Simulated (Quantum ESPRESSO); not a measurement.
# SiC (Moissanite 3C): phonon deformation potentials, worked out

Wanted: the shift of the optical mode of SiC (Moissanite 3C) in a strained (001) layer.

Program: Quantum ESPRESSO 7.5. Level of theory: DFT PBE, scalar-relativistic, plane waves, PseudoDojo norm-conserving pseudopotentials. Results are calculated unless marked as measured.

### Step 1. The relaxed structure

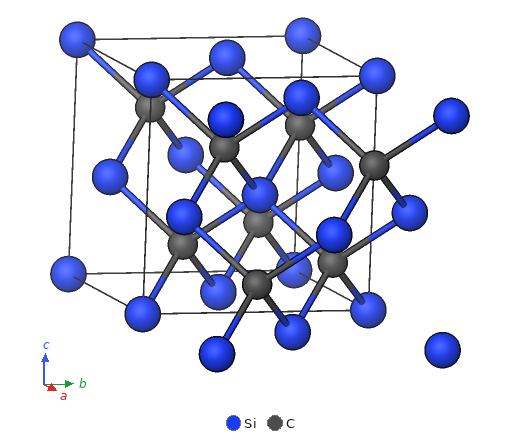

The cell as given, slightly off an axis (silicon blue, carbon dark grey). 2×1×1 cells are drawn. This picture shows the conventional cell, with its axes. Bonds to atoms that aren't drawn are left out. Some periodic images of atoms are drawn too.

Coordinates:

```cif
data_structure
_symmetry_space_group_name_H-M 'P 1'
_symmetry_Int_Tables_number 1
_cell_length_a 3.0970
_cell_length_b 3.0970
_cell_length_c 3.0970
_cell_angle_alpha 60.000
_cell_angle_beta 60.000
_cell_angle_gamma 60.000
_cell_volume 21.00
loop_
_atom_site_label
_atom_site_type_symbol
_atom_site_fract_x
_atom_site_fract_y
_atom_site_fract_z
_atom_site_occupancy
Si1 Si 0.00000 0.00000 0.00000 1
C2 C 0.25000 0.25000 0.25000 1
```

This is the cell after its relaxation at this level of theory, not the database cell from which that began.

### Step 2. Uniaxial strain

The relaxed cell is stretched along z alone. This keeps all atoms on sites fixed by symmetry and splits the threefold mode into a singlet, polarised along z, and a doublet. The macroscopic field is left out, so these are transverse modes. Cutoff 90 Ry, k mesh 12×12×12.

From the response at ε_zz = 0.01:

Log:

```text
[banners, grids, parts of the stress and lines that vanish by symmetry left out]
Program PHONON v.7.5
     Reading xml data from directory:

[...]
Exchange-correlation= PBE
                           (   1   4   3   4   0   0   0)
[...]
kinetic-energy cut-off    =      90.0000  Ry
     charge density cut-off    =     360.0000  Ry
     convergence threshold     =      1.0E-18
[...]
Exchange-correlation= PBE
                           (   1   4   3   4   0   0   0)
[...]
q = (   0.0000000   0.0000000   0.0000000 )
      9 Sym.Ops. (with q -> -q+G )
     G cutoff =  315.4814  (  16505 G-vectors)     FFT grid: ( 36, 36, 36)
     number of k points=   163
[...]
Mode symmetry, D_2d (-42m) point group:
[...]
Representation #   1 mode #   1
[...]
End of self-consistent calculation
     Convergence has been achieved
     Representation #   2 mode #   2
[...]
End of self-consistent calculation
     Convergence has been achieved
     Representation #   3 modes #   3   4
[...]
End of self-consistent calculation
     Convergence has been achieved
     Representation #   4 modes #   5   6
[...]
End of self-consistent calculation
     Convergence has been achieved
[...]
q = (    0.000000000   0.000000000   0.000000000 )
[...]
freq (    1) =      -0.027875 [THz] =      -0.929811 [cm-1]
     freq (    2) =      -0.027684 [THz] =      -0.923453 [cm-1]
     freq (    3) =      -0.027684 [THz] =      -0.923453 [cm-1]
     freq (    4) =      23.018809 [THz] =     767.824830 [cm-1]
     freq (    5) =      23.018809 [THz] =     767.824830 [cm-1]
     freq (    6) =      23.059658 [THz] =     769.187393 [cm-1]
[...]
Mode symmetry, D_2d (-42m) point group:
     freq (   1-   1) =         -0.9  [cm-1]   --> B_2  X_3  W_2   I+R
     freq (   2-   3) =         -0.9  [cm-1]   --> E    X_5  W_3   I+R
     freq (   4-   5) =        767.8  [cm-1]   --> E    X_5  W_3   I+R
     freq (   6-   6) =        769.2  [cm-1]   --> B_2  X_3  W_2   I+R

   JOB DONE.
```

| ε_zz | singlet (cm⁻¹) | doublet (cm⁻¹) | σ_zz (GPa) | σ_xx (GPa) |
| --- | --- | --- | --- | --- |
| -0.01 | 784.47 | 786.33 | -3.852 | -1.322 |
| -0.005 | 780.80 | 781.66 | -1.922 | -0.648 |
| 0 | 777.02 | 777.02 | -0.002 | -0.002 |
| 0.005 | 773.15 | 772.41 | 1.906 | 0.614 |
| 0.01 | 769.19 | 767.82 | 3.803 | 1.203 |

Stress is counted positive in tension.

### Step 3. The fit

To first order ω² − ω₀² = p ε_zz + q (ε_xx + ε_yy) for the mode along z, and likewise for x and y. With ε_zz alone the singlet gives p and the doublet q.

The linear terms of parabolas through ω² are p = -1.97 ω₀² and q = -2.38 ω₀², with ω₀ = 777.0 cm⁻¹. Those of the stresses are C11 = 383 GPa and C12 = 126 GPa. Under hydrostatic strain p and q imply γ = −(p + 2q)/(6 ω₀²) = 1.12.

A layer held to an in-plane strain ε and free along z takes ε_zz = −2 (C12/C11) ε = -0.660 ε. To first order the singlet then shifts by (q − p C12/C11) ε / ω₀ = -1347 ε cm⁻¹. For ε = 0.004, ε_zz = -0.00264, the formulas for ω² predict 771.61 cm⁻¹ for the singlet and 772.69 cm⁻¹ for the doublet.

### Step 4. A biaxially strained cell

This run was no part of the fit.

Log:

```text
[banners, grids, parts of the stress and lines that vanish by symmetry left out]
[banner, memory and clock lines left out]
Program PHONON v.7.5

[...]
Exchange-correlation= PBE
                           (   1   4   3   4   0   0   0)
[...]
kinetic-energy cut-off    =      90.0000  Ry
     charge density cut-off    =     360.0000  Ry
     convergence threshold     =      1.0E-18
[...]
Exchange-correlation= PBE
                           (   1   4   3   4   0   0   0)
[...]
q = (   0.0000000   0.0000000   0.0000000 )
      9 Sym.Ops. (with q -> -q+G )
     G cutoff =  312.7707  (  16457 G-vectors)     FFT grid: ( 36, 36, 36)
     number of k points=   163
[...]
Mode symmetry, D_2d (-42m) point group:
[...]
Representation #   1 mode #   1
[...]
End of self-consistent calculation
     Convergence has been achieved
     Representation #   2 mode #   2
[...]
End of self-consistent calculation
     Convergence has been achieved
     Representation #   3 modes #   3   4
[...]
End of self-consistent calculation
     Convergence has been achieved
     Representation #   4 modes #   5   6
[...]
End of self-consistent calculation
     Convergence has been achieved
[...]
q = (    0.000000000   0.000000000   0.000000000 )
[...]
freq (    1) =      -0.014877 [THz] =      -0.496252 [cm-1]
     freq (    2) =      -0.014877 [THz] =      -0.496252 [cm-1]
     freq (    3) =      -0.014877 [THz] =      -0.496227 [cm-1]
     freq (    4) =      23.133966 [THz] =     771.666053 [cm-1]
     freq (    5) =      23.163807 [THz] =     772.661422 [cm-1]
     freq (    6) =      23.163807 [THz] =     772.661422 [cm-1]
[...]
Mode symmetry, D_2d (-42m) point group:
     freq (   1-   1) =         -0.5  [cm-1]   --> B_2  X_3  W_2   I+R
     freq (   2-   3) =         -0.5  [cm-1]   --> E    X_5  W_3   I+R
     freq (   4-   4) =        771.7  [cm-1]   --> B_2  X_3  W_2   I+R
     freq (   5-   6) =        772.7  [cm-1]   --> E    X_5  W_3   I+R
```

| mode | predicted (cm⁻¹) | run (cm⁻¹) |
| --- | --- | --- |
| singlet | 771.61 | 771.67 |
| doublet | 772.69 | 772.66 |

The stress along z is 0.001 GPa and that in the plane 1.679 GPa; the unstrained cell carries -0.002 GPa.

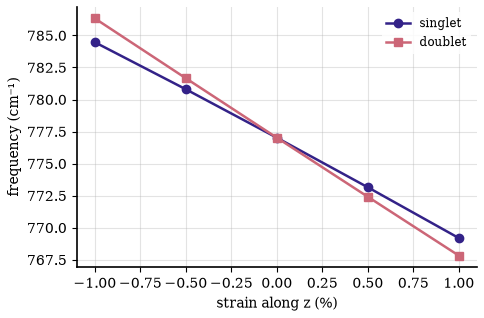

The two components under uniaxial strain.

### Step 5. Results

```
p (in units of the squared frequency)           : -1.967
q (same units)                                  : -2.382
shift of the singlet per unit of biaxial strain : -1347 cm⁻¹
C11 and C12                                     : 383 and 126 GPa
```

In words: To first order, one per cent of tensile biaxial strain moves the singlet of SiC (Moissanite 3C) by -13.5 cm⁻¹ and the doublet by -10.8 cm⁻¹; the formulas miss the test run by up to 0.06 cm⁻¹. In backscattering from (001) the mode polarised along z is the one seen in diamond and zinc-blende crystals; in a polar crystal it is the LO mode, whose potentials differ somewhat from these. The third potential, r, needs shear strain and a relaxation of the atoms, which was not run. These are harmonic values at zero temperature.

[Host names and launcher messages were left out of these logs when they were recorded.]

[Logs are printed without paths, hosts, clocks, repeated set-up lines and the standing remarks that a program may print on its own settings, such as how far it seeks lower states.]

[Hosts, paths, dates, database ids (printed as entryN), source tags and the programs' standing remarks are cut or masked in the printed files.]
